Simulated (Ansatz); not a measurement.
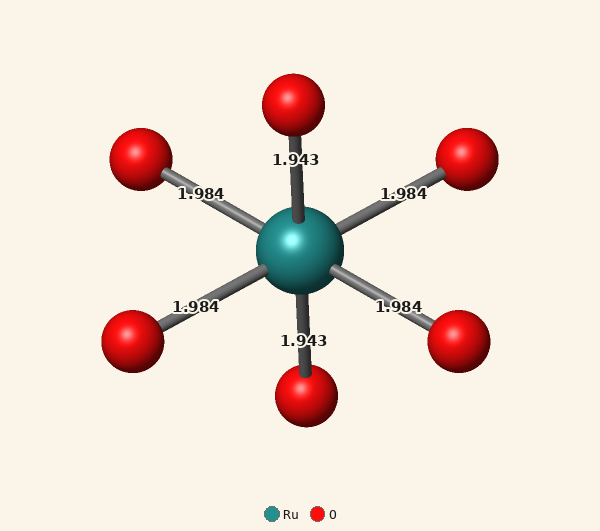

The surroundings of site Ru1 (at 0.000, 0.000, 0.000) in RuO₂ (P4_2/mnm), with bond lengths in Å.

The cell is taken from a calculation's input that goes back to an entry of the Crystallography Open Database (an earlier step may have relaxed or displaced it).

```
Ru O
1.0
     4.49190    0.00000    0.00000
     0.00000    4.49190    0.00000
     0.00000    0.00000    3.10660
Ru O
2 4
Direct
  0.00000 0.00000 0.00000
  0.50000 0.50000 0.50000
  0.30580 0.30580 0.00000
  0.19420 0.80580 0.50000
  0.69420 0.69420 0.00000
  0.80580 0.19420 0.50000
```

Bond valence s = exp((R0 − d)/b), R0 fitted to published crystal structures with b = 0.37 Å; R0 in Å: Ru4+–O 1.838.

> Calculate the bond-valence sum of Ru1 from the bonds drawn.

2 × 0.753 + 4 × 0.674 = 4.20 v.u., against a formal valence of 4: overbonded (bonds short for this ion) by 0.20.

> And over the whole structure?

| site | x, y, z | formal valence | bond-valence sum | difference |
| --- | --- | --- | --- | --- |
| Ru1 | 0.000, 0.000, 0.000 | +4 | 4.32 | 0.32 |
| O1 | 0.306, 0.306, 0.000 | −2 | 2.16 | 0.16 |

These sums include all anions within 5 Å. The global instability index (root mean square of the differences over all atoms) is 0.23 v.u.: above 0.2, which by the usual rule of thumb marks a strained structure. The cell was not relaxed for this table, and a volume that is off by a few per cent shifts all sums together.
